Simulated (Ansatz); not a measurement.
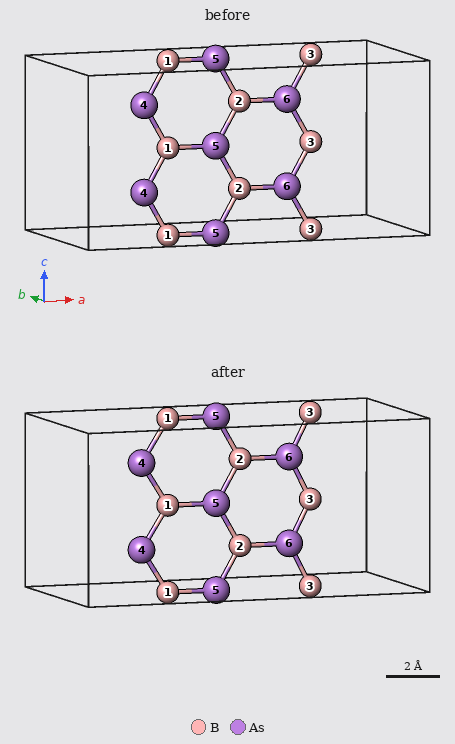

The structure of a wire of composition BAs before (top) and after (bottom) a relaxation, at one scale.

The picture is a ball-and-stick view of the 2 repeat of the cell, with the vacuum cut short, seen slightly off an axis.

Case: zigzag ribbon, 3 formula units a period.

Method: DFT PBEsol, scalar-relativistic, plane waves, PAW in Ansatz 0.2.0. Set-up: plane-wave cutoff 420 eV; k-point mesh 1 × 1 × 16; occupations gaussian; smearing width 0.05 eV; no spin polarisation; cell relaxed at fixed a, b, alpha, beta, gamma; force threshold 0.02 eV/Å; at most 45 steps.

### Describe what moved and what it gained.

Over 4 accepted moves (5 points after the start) the energy falls by 0.151 eV per cell of the calculation. Largest force component: 1.7 eV/Å at the start, 0.0055 eV/Å at the end. The SCF was repeated once at an unchanged geometry on a basis and grid sized afresh for the cell, which shifted the energy by 0.2 meV per cell of the calculation at most. The largest move relative to the centre of the atoms is that of As4, 0.11 Å. By element the largest moves are As 0.11 Å, B 0.03 Å. Along the periodic axis the drawn cell goes c 6.724 → 6.692 Å (−0.5 %). Near-neighbour distances that change, for instance: B2–As6 1.941 → 2.001 Å, B3–As6 1.941 → 1.881 Å, B1–As4 1.941 → 1.986 Å, B1–As5 1.941 → 1.977 Å. Among the angles between lasting bonds that change: As6–B3–As6 120.0° → 125.6°, B3–As6–B3 120.0° → 125.6°, As4–B1–As4 120.0° → 114.8°.
